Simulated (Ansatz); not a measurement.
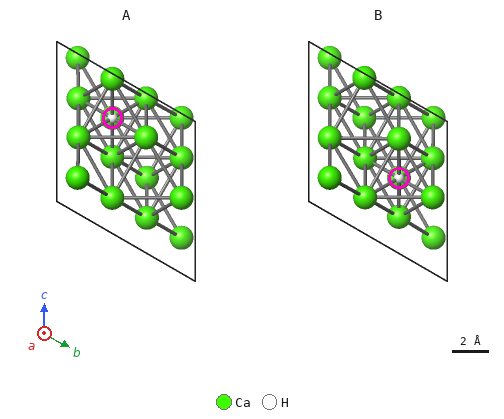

The two relaxed end points of a path for a defect cell of composition Ca16H (17 atoms in the cell). Style: ball-and-stick. Shown: the simulation cell (origin moved), along the a axis. The moving atom is ringed, with any periodic copies. Bonds to atoms that aren't drawn are left out.

All numbers below come from Ansatz, DFT PBE, scalar-relativistic, plane waves, PAW.

The input:
```yaml
crystal:
  lattice:
    - [-5.5252759074, 5.5252759074, -5.5252759074]
    - [-5.5252759074, -5.5252759074, 5.5252759074]
    - [5.5252759074, 5.5252759074, 5.5252759074]
  atoms:
    - { symbol: Ca, position: [4.23949e-05, -6.0416e-06, -0.0002419712] }
    - { symbol: Ca, position: [0.7501094077, 0.2500432125, 5.27782e-05] }
    - { symbol: Ca, position: [0.7558152902, 0.000134063, 0.2557533628] }
    - { symbol: Ca, position: [0.4999476103, 0.4998985713, -5.41631e-05] }
    - { symbol: Ca, position: [0.5000508409, 0.2500163684, 0.250084831] }
    - { symbol: Ca, position: [0.4998723581, -6.32e-06, 0.5000407232] }
    - { symbol: Ca, position: [0.2500724639, 0.7500060416, 5.308e-05] }
    - { symbol: Ca, position: [0.2499525449, 0.4999850964, 0.2499541839] }
    - { symbol: Ca, position: [0.2440622796, 0.2442944136, 0.4998398971] }
    - { symbol: Ca, position: [0.244465125, 0.0001314462, 0.7444043743] }
    - { symbol: Ca, position: [-9.76466e-05, 0.7558436536, 0.2555515298] }
    - { symbol: Ca, position: [4.21656e-05, 0.500351332, 0.5000401131] }
    - { symbol: Ca, position: [-9.79995e-05, 0.2443430054, 0.7440497793] }
    - { symbol: Ca, position: [0.7555430523, 0.7557728953, 0.499841445] }
    - { symbol: Ca, position: [0.7499578344, 0.4999849175, 0.7499598869] }
    - { symbol: Ca, position: [0.5000509891, 0.7499847759, 0.7500533022] }
    - { symbol: H, position: [-0.0007690146, 0.0008027421, 0.4988830672] }
basis:
  ecutwfc: 420
  xc_grid: 2
kpoints:
  mp_grid: { grid: [3, 3, 3], shift: [0.0, 0.0, 0.0] }
hamiltonian:
  xc: pbe
scf:
  occupations: { method: gaussian, width: 0.1 }
output:
  forces: true
neb:
  images: 5
  f_tol: 0.05
  max_iterations: 70
  order_check: false
  final_atoms:
    - { symbol: Ca, position: [-9.76466e-05, 0.0058436536, 0.0055515298] }
    - { symbol: Ca, position: [0.7558152902, 0.250134063, 0.0057533628] }
    - { symbol: Ca, position: [0.7555430523, 0.0057728953, 0.249841445] }
    - { symbol: Ca, position: [0.5000508409, 0.5000163684, 8.4831e-05] }
    - { symbol: Ca, position: [0.4998723581, 0.24999368, 0.2500407232] }
    - { symbol: Ca, position: [0.5000509891, -1.52241e-05, 0.5000533022] }
    - { symbol: Ca, position: [0.2499525449, 0.7499850964, -4.58161e-05] }
    - { symbol: Ca, position: [0.2440622796, 0.4942944136, 0.2498398971] }
    - { symbol: Ca, position: [0.244465125, 0.2501314462, 0.4944043743] }
    - { symbol: Ca, position: [0.2500724639, 6.0416e-06, 0.75005308] }
    - { symbol: Ca, position: [4.21656e-05, 0.750351332, 0.2500401131] }
    - { symbol: Ca, position: [-9.79995e-05, 0.4943430054, 0.4940497793] }
    - { symbol: Ca, position: [4.23949e-05, 0.2499939584, 0.7497580288] }
    - { symbol: Ca, position: [0.7499578344, 0.7499849175, 0.4999598869] }
    - { symbol: Ca, position: [0.7501094077, 0.5000432125, 0.7500527782] }
    - { symbol: Ca, position: [0.4999476103, 0.7498985713, 0.7499458369] }
    - { symbol: H, position: [-0.0007690146, 0.2508027421, 0.2488830672] }
```

Run as
```bash
ansatz run input.yaml --threads 4 --pin off --max-ram 8192MiB --backend cpu --events-out ev --progress --plain --runs-dir out
```

What barrier does the band find between them, and by what path?

The two ends have the same energy, and the highest point, image 3, lies 0.40 eV above the start. The H atom travels furthest, 3.91 Å from end to end, along [0 1 −1], on a straight line. At the highest image its nearest neighbour (Ca) is 2.14 Å away, against 2.68 Å at the start, and the surrounding atoms stand up to 0.23 Å off the mean of their end positions. The band converged in 4 iterations. The largest component of the band force went from 0.83 to 0.03 eV/Å. The climbing image converged on the top of the path. Its curvatures weren't checked.

Energies of the converged images:

| image | path (Å) | E (eV) |
| --- | --- | --- |
| 0 | 0.00 | 0.000 |
| 1 | 0.70 | 0.068 |
| 2 | 1.40 | 0.255 |
| 3 | 2.09 | 0.405 |
| 4 | 2.80 | 0.251 |
| 5 | 3.51 | 0.065 |
| 6 | 4.22 | 0.000 |

The geometry at the top of the path:

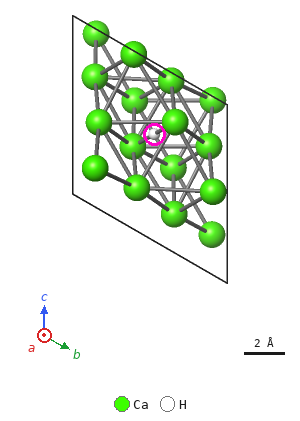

Cost: 6.3 min on 4 threads of AMD EPYC 9R14 (Zen 4), with other jobs on the host, peak memory 4.7 GiB.
